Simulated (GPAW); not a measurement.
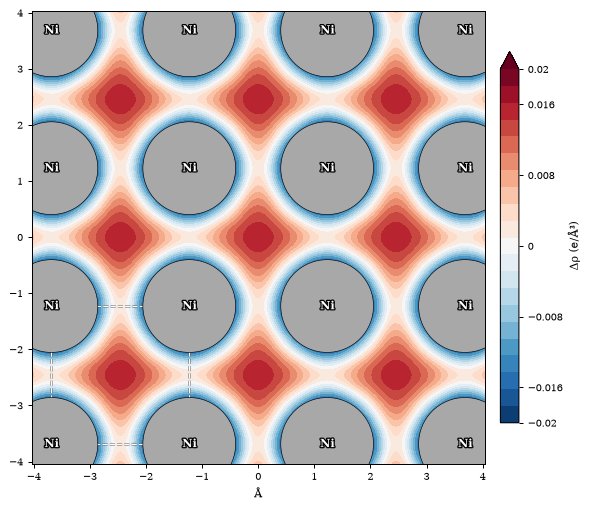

Ni. Difference of the valence pseudo-densities of two functionals at the same geometry, on the (101) plane of the calculation cell: one of BLYP and RPBE less the other.

Both computed with GPAW (plane waves, PAW), on the same k-point mesh. Grey discs cover the atomic cores.

```
Ni
1.0
     0.00000    1.73757    1.73757
     1.73757    0.00000    1.73757
     1.73757    1.73757    0.00000
Ni
1
Direct
  0.00000 0.00000 0.00000
```

### Which was subtracted from which, and what does the map show?

It is RPBE less BLYP. Against BLYP, RPBE gives less density around Ni (−0.005 e/Å³ on average at 1.0 Å from the nucleus).
